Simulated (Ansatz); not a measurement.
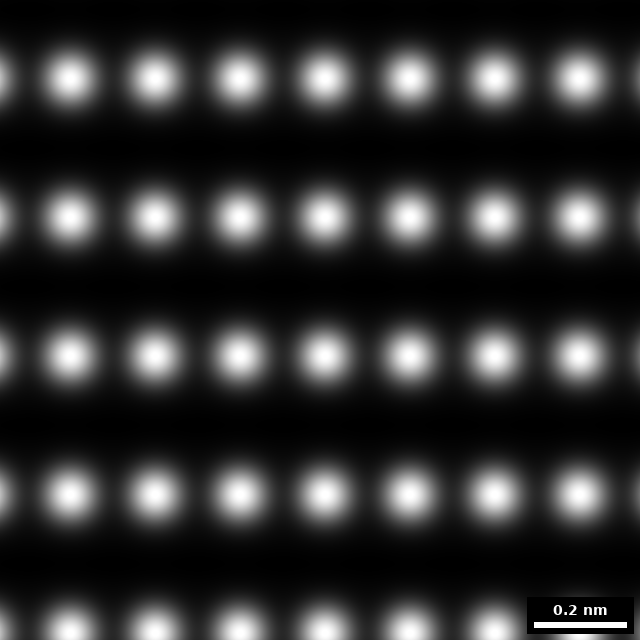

Dark-field STEM-like image of a crystal. Simulated incoherent Z contrast: every atom adds Z^1.7 spread by a probe of 0.84 Å full width; channelling and multiple scattering are left out. The probe carries 25 % of its weight in a tail 2.5 times as wide. The display is stretched by a gamma of 0.8; percentages refer to the linear signal.

**Measure the repeat of the pattern.**

The pattern repeats on a rectangular net of 1.9 × 3.0 Å.

**Which plane group does this projection have?**

p2mm: mirror lines in two perpendicular directions, with twofold points where they cross.

**How many columns does the smallest repeating cell hold, and how many levels of brightness?**

1 column in the primitive cell of 5.6 Å², all of one brightness.

The crystal is Nd (Fm-3m, No. 225) seen along [211]. Atomic positions: the input geometry of an electronic-structure calculation (not necessarily at equilibrium); the starting structure was generated, so it need not be a known form of this composition.
